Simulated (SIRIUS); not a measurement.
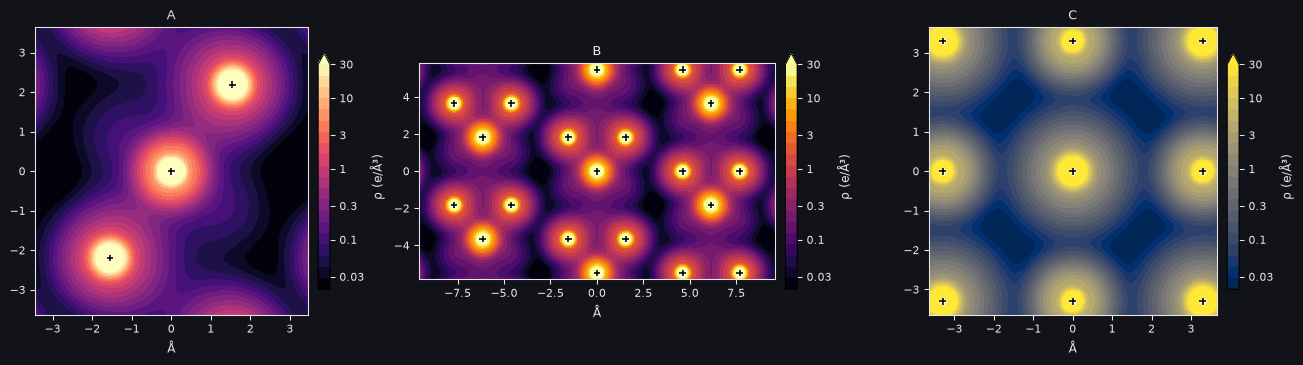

The total electron density of 3 systems, each on a plane through atoms (crosses mark nuclei in the plane).

All numbers below come from Kohn-Sham DFT of a periodic cell, PBEsol, all-electron FP-LAPW in SIRIUS 7.12.0.

System 1: MoS$_{2}$, the (110) plane of the conventional cell. Space group R3m.

```
Mo S
1.0
     3.16000    0.00000    0.00000
    -1.58000    2.73664    0.00000
     0.00000    0.00000   18.45000
Mo S
3 6
Direct
  0.00000 0.00000 0.00000
  0.66667 0.33333 0.33333
  0.33333 0.66667 0.66667
  0.33333 0.66667 0.08367
  0.00000 0.00000 0.41700
  0.66667 0.33333 0.75033
  0.00000 0.00000 0.25000
  0.66667 0.33333 0.58333
  0.33333 0.66667 0.91667
```

System 2: KBr, the (001) plane of the conventional cell. Space group Fm-3m.

```yaml
crystal:
  lattice:
    - [6.60000, 0.00000, 0.00000]
    - [0.00000, 6.60000, 0.00000]
    - [0.00000, 0.00000, 6.60000]
  atoms:
    - { symbol: Br, position: [0.50000, 0.00000, 0.00000] }
    - { symbol: Br, position: [0.00000, 0.50000, 0.00000] }
    - { symbol: Br, position: [0.00000, 0.00000, 0.50000] }
    - { symbol: Br, position: [0.50000, 0.50000, 0.50000] }
    - { symbol: K, position: [0.00000, 0.00000, 0.00000] }
    - { symbol: K, position: [0.50000, 0.50000, 0.00000] }
    - { symbol: K, position: [0.50000, 0.00000, 0.50000] }
    - { symbol: K, position: [0.00000, 0.50000, 0.50000] }
```

System 3: ZrSe$_{2}$, the (110) plane of the conventional cell. Space group P-3m1.

### Match each panel to its system.

Panel A is system 3, ZrSe$_{2}$: the plane holds Zr and Se. Zr–Se (2.68 Å): the density is about 0.39 e/Å³ at the midpoint. Panel B is system 1, MoS$_{2}$: the plane holds Mo and S. Mo–S (2.39 Å): ρ at the midpoint is about 0.62 e/Å³. Panel C is system 2, KBr: the plane holds Br and K. K–Br (3.30 Å): ρ at the midpoint is about 0.09 e/Å³.
